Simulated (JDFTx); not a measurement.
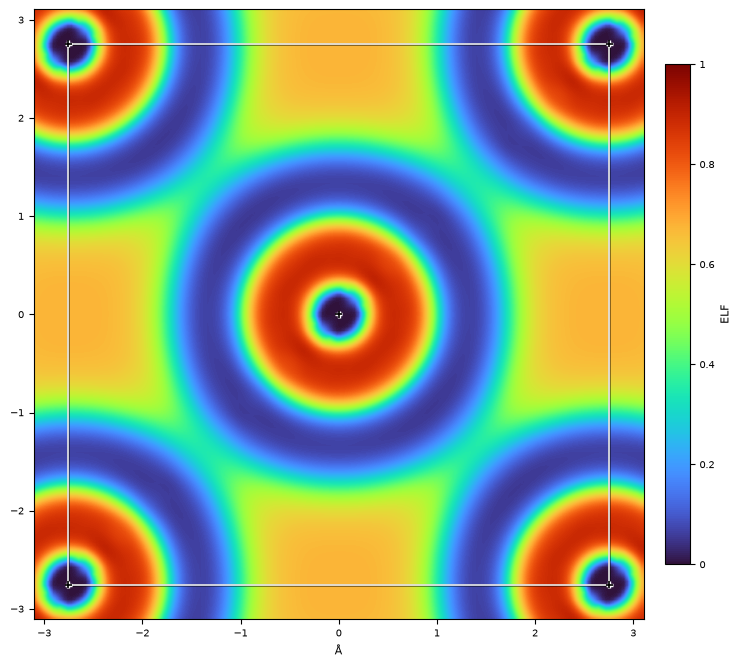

The ELF on a plane through atoms (crosses mark nuclei in the plane).

All numbers below come from Kohn-Sham DFT of a periodic cell, PBE, PseudoDojo-SR-PBE-0.5-standard in JDFTx 1.7.0 (patched build).

Candidates:
A. BN, a = 3.55 Å, b = 3.55 Å, c = 3.55 Å, α = 90.00°, β = 90.00°, γ = 90.00°. Space group F-43m; a structure from a database of computed crystals, not necessarily the ambient phase; computed pressure about 25 GPa in this cell.
B. MgO, a = 4.22 Å, b = 4.22 Å, c = 4.22 Å, α = 90.00°, β = 90.00°, γ = 90.00°. Space group Fm-3m; a structure from a database of computed crystals, not necessarily the ambient phase; computed pressure about 3 GPa in this cell.
C. Ca, a = 5.51 Å, b = 5.51 Å, c = 5.51 Å, α = 90.00°, β = 90.00°, γ = 90.00°. Space group Fm-3m.

Q: Which system is this?

A: Candidate C: Ca on the (001) plane of the conventional cell, which holds Ca. Ca–Ca (3.90 Å): the ELF is about 0.35 at the midpoint: no shared electron pair shows on this line.
